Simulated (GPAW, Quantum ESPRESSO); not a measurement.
Consider NaCl (Fm-3m).

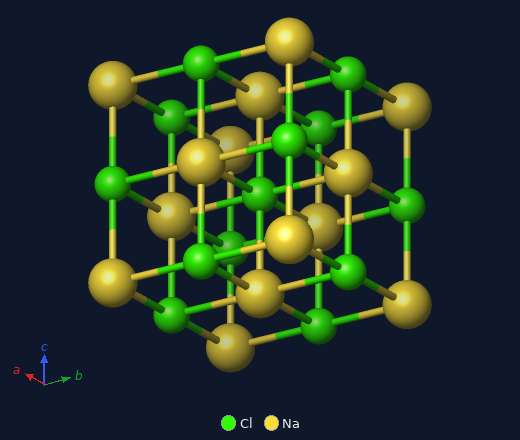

The structure (chlorine green, sodium yellow). Some periodic images of atoms are drawn too.

```
Cl Na
1.0
     0.00000    2.81000    2.81000
     2.81000    0.00000    2.81000
     2.81000    2.81000    0.00000
Cl Na
1 1
Direct
  0.50000 0.50000 0.50000
  0.00000 0.00000 0.00000
```

Absorber: atom 1, with 6 Na at 2.81 Å (octahedral, site symmetry m-3m). Method: Quantum ESPRESSO XSpectra, PBE, full core hole (charged cell), 8-atom cell with 5.6 Å between holes, 4×4×4 k points, dipole transitions, Lorentzian half width 0.32 eV up to 4 eV, rising linearly to 2.5 eV at 25 eV (counted from xe0, 2.3 eV below the zero used here).

The database entry behind the starting cell differs from later determinations by our own check (an axis about 0.4 % short against later determinations), so it need not match the best structure at ambient conditions.

Q: What does the Cl K edge look like?

Main maxima up to 24 eV above the zero (height): 4.7 eV (2.08) and 13.0 eV (1.29). A K edge sees empty p states on the absorber. The total-energy difference plus the lowest empty eigenvalue puts the zero at 2837.30 eV. One term is added: -17.92 eV, since the hole is spin-paired here and a spin-polarised one costs that much less in the free atom (computed apart). The photon energy is then 2819.38 eV. The functional and the charged cell's background leave an error of a few eV in such absolute values.

The Cl K spectrum (energy from the lowest empty level; intensity scaled to a mean of 1 over the first 20 eV; the points at xe0, where the cut of filled states can leave a spike, are interpolated):

| E (eV) | intensity |
| --- | --- |
| -2.0 | 0.03 |
| -0.5 | 0.06 |
| 1.0 | 0.22 |
| 2.5 | 1.02 |
| 4.0 | 1.73 |
| 5.5 | 1.53 |
| 7.0 | 0.71 |
| 8.5 | 0.73 |
| 10.0 | 0.89 |
| 11.5 | 1.14 |
| 13.0 | 1.29 |
| 14.5 | 1.19 |
| 16.0 | 1.02 |
| 17.5 | 0.91 |
| 19.0 | 0.86 |
| 20.5 | 0.86 |
| 22.0 | 0.91 |
| 23.5 | 0.99 |
| 25.0 | 1.04 |
| 26.5 | 1.07 |
| 28.0 | 1.08 |
| 29.5 | 1.05 |
| 31.0 | 1.04 |

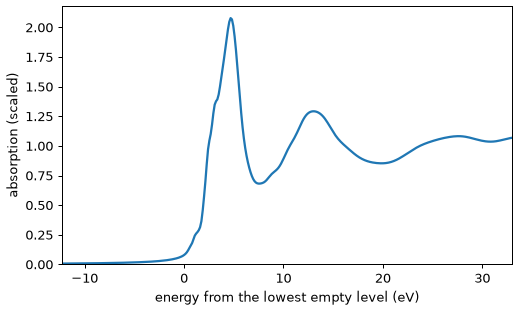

The Cl K edge.

The holes are only 5.6 Å apart, so the shape is probably not converged with cell size; no larger cell was run here. The structure is a published determination, not relaxed.

[Banner, clock and machine lines of the logs are left out without a mark of their own.]

[Logs are printed without paths, hosts, clocks, repeated set-up lines and the standing remarks that a program may print on its own settings, such as how far it seeks lower states.]

[Hosts, paths, dates, database ids (printed as entryN), source tags and the programs' standing remarks are cut or masked in the printed files.]

[Lists of maxima count a maximum above −3 eV only where it reaches 4 % of the highest in the window and stands out from its surroundings by 2 % of it (1.5 % where it reaches 55 %); shoulders and weaker maxima are passed over, and of the rest the first, up to two pre-edge ones and the few strongest are named.]
